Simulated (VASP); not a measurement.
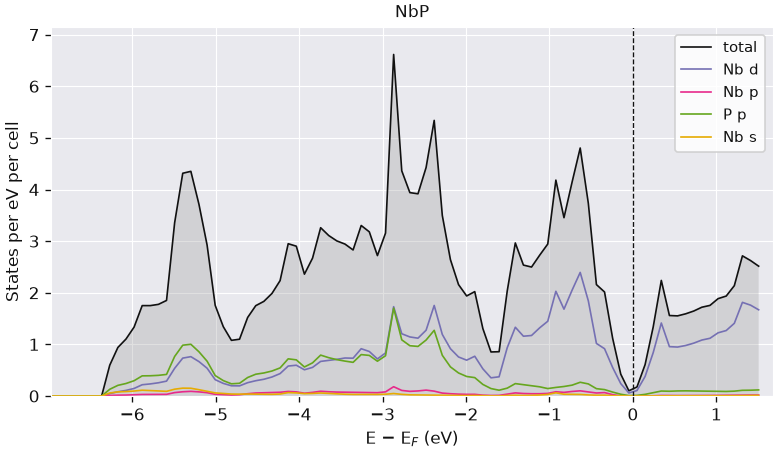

Density of states. Energies are counted from the Fermi level. The partial curves are projected inside the PAW spheres; the rest of the total lies in parts that aren't drawn and between the spheres.

Calculation on NbP, space group I4_1md, 4 atoms in the primitive cell; a = 3.335 Å, c = 11.379 Å (tetragonal axes).

Method: PBE, VASP PAW PBE potentials, release 64 (Nb_sv, P), no spin polarisation, no spin-orbit coupling, 18×18×18 k mesh in the self-consistent step, 520 eV cutoff, Gaussian smearing of 0.1 eV (VASP).

**What is the density of states at the Fermi level?**

It is a metal. The density of states is about 0.21 per eV and cell at the Fermi level (mean within 0.1 eV) and changes fast nearby: within 0.3 eV it runs from 0.1 to 1.9 per eV and cell.

**Where is the tallest peak in the window, and which states make it?**

The tallest peak in the window is at −2.9 eV; by projected weight it is Nb d (49 %) and P p (45 %).

The density of states was taken on a 27×27×27 mesh with the tetrahedron method. The cell was derived from a database entry in an earlier step, so it needn't be the measured one.
